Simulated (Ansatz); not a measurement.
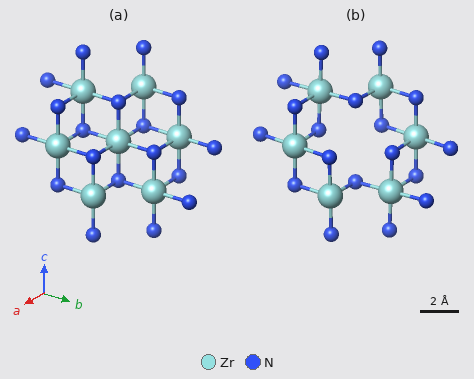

Left: perfect ZrN. Right: the same region with one point defect, after relaxing the atoms in a supercell of 16 sites. Style: ball-and-stick. Shown: the atoms within 5.3 Å of one point, in a slice 3.4 Å thick across the line of sight, from a free direction.

These are results of DFT PBE, scalar-relativistic, plane waves, PAW (Ansatz), not measurements. Settings: plane-wave cutoff 420 eV; k-point mesh 8 × 8 × 8; occupations gaussian; smearing width 0.1 eV; no spin polarisation. The cell is small and the k-mesh coarse, so the numbers are rough. The axes drawn are those of the host's conventional cell.

Q: Which defect is it?

A: A zirconium atom is taken out (a vacancy).

The charge state of the cell is 0.

Q: What does the relaxation do around it?

A: Around the empty Zr site the host had 6 N at 2.30 Å; after relaxation the nearest atoms are 6 N at 2.39 Å. Of the host's atoms, a nitrogen atom moves furthest from its site, by 0.09 Å. Relaxing the atoms from the host's sites lowers the energy by 0.36 eV. At a tolerance of 0.02 Å the relaxed supercell has space group Fm-3m.
